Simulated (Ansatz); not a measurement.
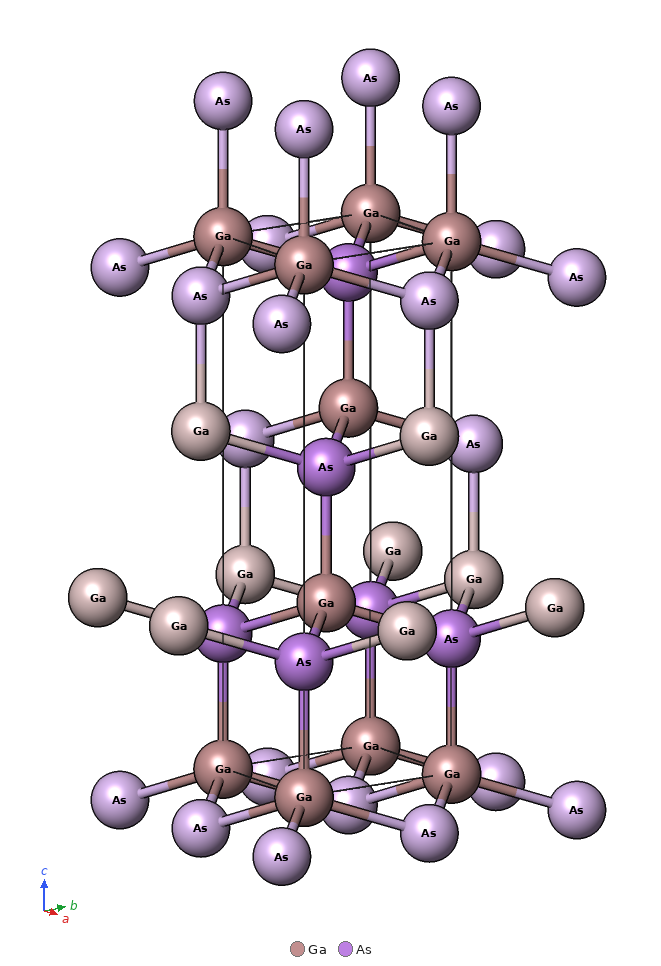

View slightly off an axis, drawn as a ball-and-stick model. The edges of the conventional unit cell are marked. Neighbours across the faces are drawn wherever a bond reaches them, in fainter colours.

GaAs, space group R3m (No. 160), a = 4.167 Å, b = 4.167 Å, c = 9.661 Å, α = 90.00°, β = 90.00°, γ = 120.00°. The structure comes from a structure type filled with these elements by a generator (whether the compound takes this form wasn't checked). The cell was then strained or its atoms displaced on purpose. It was the input of a calculation with Ansatz.

This one geometry was computed with Ansatz (DFT, plane waves, PAW) at four levels of theory: r2SCAN with spin-orbit coupling, r2SCAN, PBE and HSE06. It was relaxed with r2SCAN and then strained.

**Which level gives the highest pressure at this volume, and what does that say about its equilibrium volume?**

Highest: PBE (-1.1 GPa), which points to the largest equilibrium volume. Lowest, with the smallest volume: r2SCAN with spin-orbit coupling (-3.8 GPa), r2SCAN (-3.8 GPa) and HSE06 (-3.4 GPa). Levels within 0.5 GPa of each other can't be told apart.

**How does the band gap change with the level of theory?**

PBE: a gap of 0.12 eV, indirect; r2SCAN with spin-orbit coupling: a gap of 0.26 eV, indirect; r2SCAN: a gap of 0.32 eV, indirect; HSE06: a gap of 0.64 eV, direct.

**Collect the results in a table.**

| level | cutoff (eV) | k-mesh of the run's cell | gap (eV) | pressure (GPa) |
| --- | --- | --- | --- | --- |
| r2SCAN with spin-orbit coupling | 500 | 8×8×8 | 0.26 | -3.8 |
| r2SCAN | 500 | 8×8×8 | 0.32 | -3.8 |
| PBE | 420 | 8×8×8 | 0.12 | -1.1 |
| HSE06 | 420 | 6×6×6 | 0.64 | -3.4 |

Gaps are taken on the k-mesh or band path of each run.
